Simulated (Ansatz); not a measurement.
A series of calculations on In16P15

**1. Relaxation**

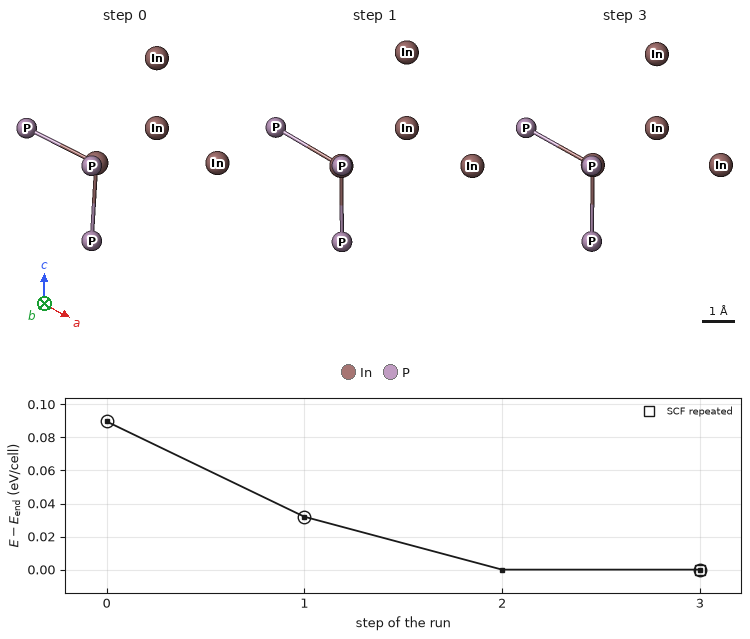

Frames of a relaxation of a defect cell of composition In₁₆P₁₅ (cell charge +1), marked on the history of the run. Style: ball-and-stick. Shown: the atoms within 4.2 Å of the atom that moves most (axes of the cell of the calculation), along the b axis.

Case: P vacancy (site d), charge +1, atoms relaxed at the host's cell.

The calculation used DFT PBE, scalar-relativistic, plane waves, PAW (Ansatz 0.2.0). Set-up: plane-wave cutoff 420 eV; k-point mesh 2 × 2 × 2; occupations gaussian; smearing width 0.02 eV; mesh shifted by (0.5, 0.5, 0.5); no spin polarisation; atoms relaxed in a fixed cell; force threshold 0.025 eV/Å; at most 45 steps.

**What happens along the run?**

Over 2 accepted moves (3 points after the start) the energy falls by 89.7 meV per cell of the calculation. Largest force component: 0.21 eV/Å at the start, 0.0075 eV/Å at the end. 1 step only repeated the SCF at the same geometry. The largest moves, 0.14 Å, are those of In atoms. Largest moves by element: In 0.14 Å, P 0.02 Å. The lattice vectors keep their values. Some distances before and after: In–P 2.617 → 2.588 Å. Bond angles that change, for instance: P–In–P 105.5° → 108.6°. From step 0 to 1: In atoms move most (0.19 Å), energy −57.6 meV per cell of the calculation. From step 1 to 3: In atoms move most (0.06 Å), energy −32.0 meV per cell of the calculation.

Limits of the set-up: the cell is charged, on a uniform background, and energies carry no finite-size correction.

**2. Relaxation**

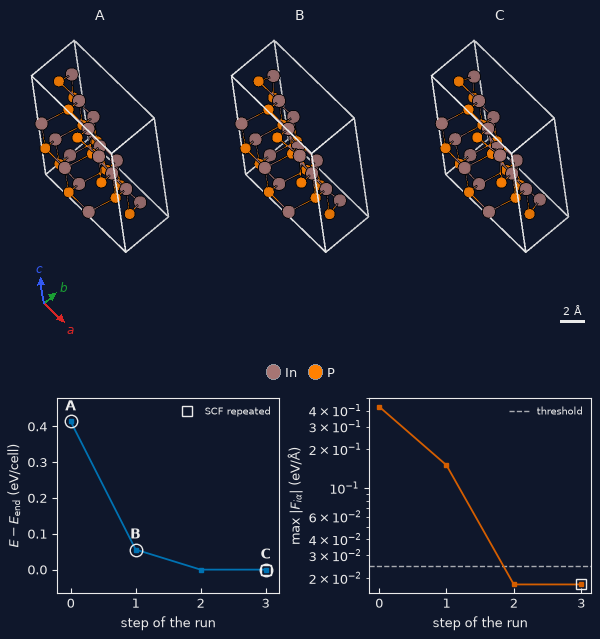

Frames of a relaxation of a defect cell of composition In16P15 (cell charge +3), marked on the history of the run. The picture is a ball-and-stick view of the cell of the calculation (origin shifted), seen slightly off an axis.

Case: P vacancy (site d), charge +3, atoms relaxed at the host's cell.

Computed with DFT PBE, scalar-relativistic, plane waves, PAW (Ansatz). Settings: plane-wave cutoff 420 eV; k-point mesh 2 × 2 × 2; occupations gaussian; smearing width 0.02 eV; mesh shifted by (0.5, 0.5, 0.5); no spin polarisation; atoms relaxed in a fixed cell; force threshold 0.025 eV/Å; at most 45 steps.

> What happens along the run?

The largest moves, 0.29 Å, are those of In atoms. Largest moves by element: In 0.29 Å, P 0.02 Å. The cell doesn't change. Near-neighbour distances that change, for instance: In–P 2.541 → 2.512 Å, In–P 2.557 → 2.535 Å. Bond angles that change, for instance: In–P–In 103.4° → 97.0°, P–In–P 114.6° → 118.4°. The energy falls by 0.414 eV per cell of the calculation in 2 accepted moves (3 points after the start). Largest force component: 0.43 eV/Å at the start, 0.018 eV/Å at the end. 1 step only repeated the SCF at the same geometry. From step 0 to 1: In atoms move most (0.20 Å), energy −0.358 eV per cell of the calculation. From step 1 to 3: In atoms move most (0.09 Å), energy −56.0 meV per cell of the calculation.

| step | E − E(0), meV/atom | largest force component, eV/Å | note |
| --- | --- | --- | --- |
| 0 | 0.00 | 0.4296 |  |
| 1 | -11.55 | 0.1507 |  |
| 2 | -13.36 | 0.0179 |  |
| 3 | -13.36 | 0.0179 | same geometry, SCF repeated |

Limits of the set-up: the cell is charged, on a uniform background, and energies carry no finite-size correction.

**3. Defect**

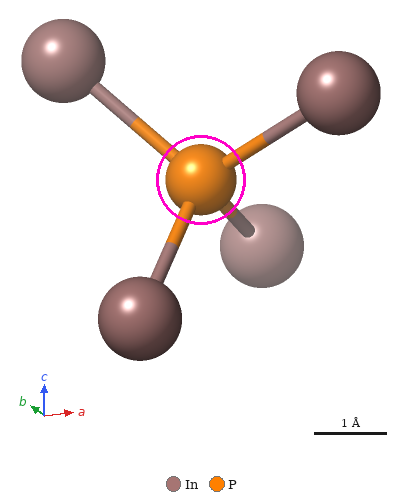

Perfect InP. The picture is a ball-and-stick view of the atoms within 3.3 Å of one point, seen slightly off an axis.

Method: Ansatz 0.2.0, DFT PBE, scalar-relativistic, plane waves, PAW. Set-up: plane-wave cutoff 420 eV; k-point mesh 2 × 2 × 2; occupations gaussian; smearing width 0.02 eV; mesh shifted by (0.5, 0.5, 0.5); no spin polarisation. The cell is small and the k-mesh coarse, so the numbers are rough. A uniform background neutralises the charged cell. The axes drawn are those of the host's conventional cell.

A phosphorus atom is taken out (a vacancy) at the ringed place, in charge state +3. The supercell has 32 sites, and the atoms are relaxed at the host's cell.

Question: How do the neighbours respond?

Answer: Around the empty P site the host had 4 In at 2.58 Å; after relaxation the nearest atoms are 4 In at 3.13 Å. Of the host's atoms, an indium atom moves furthest from its site, by 0.55 Å.

The relaxed defect, seen from the same direction:

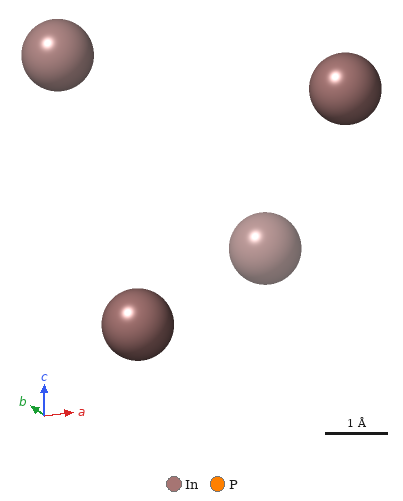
